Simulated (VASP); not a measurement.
```yaml
crystal:
  lattice:
    - [0.00000, -2.72540, -2.72540]
    - [0.00000, 2.72540, -2.72540]
    - [5.28727, 0.00000, 0.00000]
  atoms:
    - { symbol: Ga, position: [0.50000, 0.50000, 0.50000] }
    - { symbol: Ga, position: [0.00000, 0.00000, 0.00000] }
    - { symbol: P, position: [0.50000, 0.00000, 0.25000] }
    - { symbol: P, position: [0.00000, 0.50000, 0.75000] }
```

Space group I-4m2; started from the zincblende prototype, which need not be the ambient phase; changed on purpose from its base cell (uniaxial x strain -3.0%); computed pressure about 3 GPa in this cell.

All numbers below come from DFT, r2SCAN, plane waves, PAW (VASP).

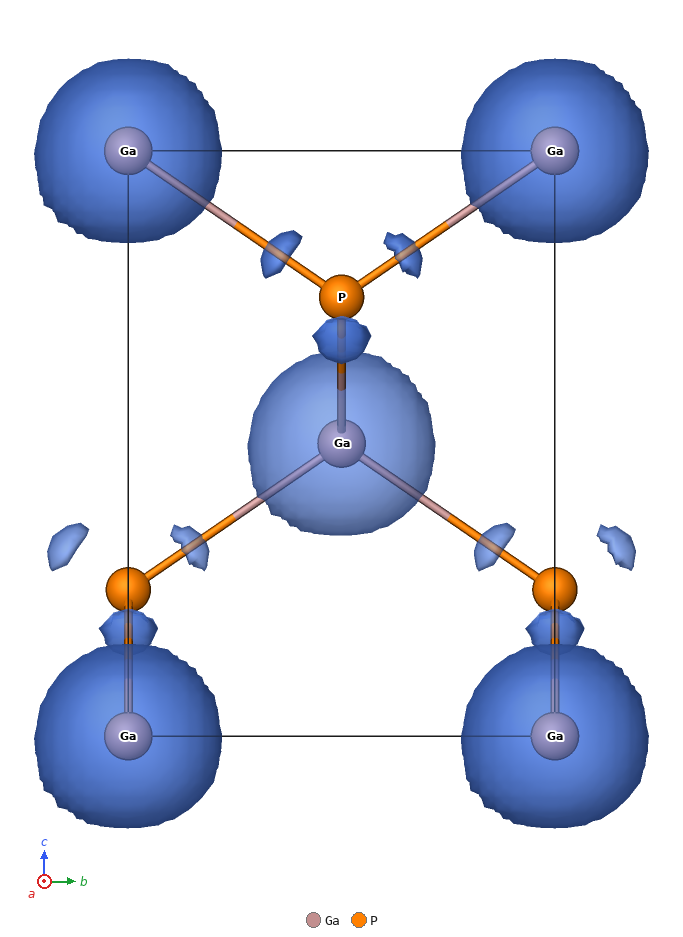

GaP. Isosurface of the valence electron density at 0.8 e/Å³ (blue), seen along the a axis. Sticks mark near contacts.

Core electrons are frozen (PAW), and the valence fields are smoothed inside the atomic spheres.

### Which contacts does the surface bridge?

At this value the density breaks into separate islands; it holds about 55 % of the electrons treated as valence. It bridges none of the near contacts. It is pinched off along the sampled Ga–P (2.34 Å) contacts. On the grid the lowest density along these lines, outside the cores, is 0.55 e/Å³ (Ga–P, 2.34 Å).
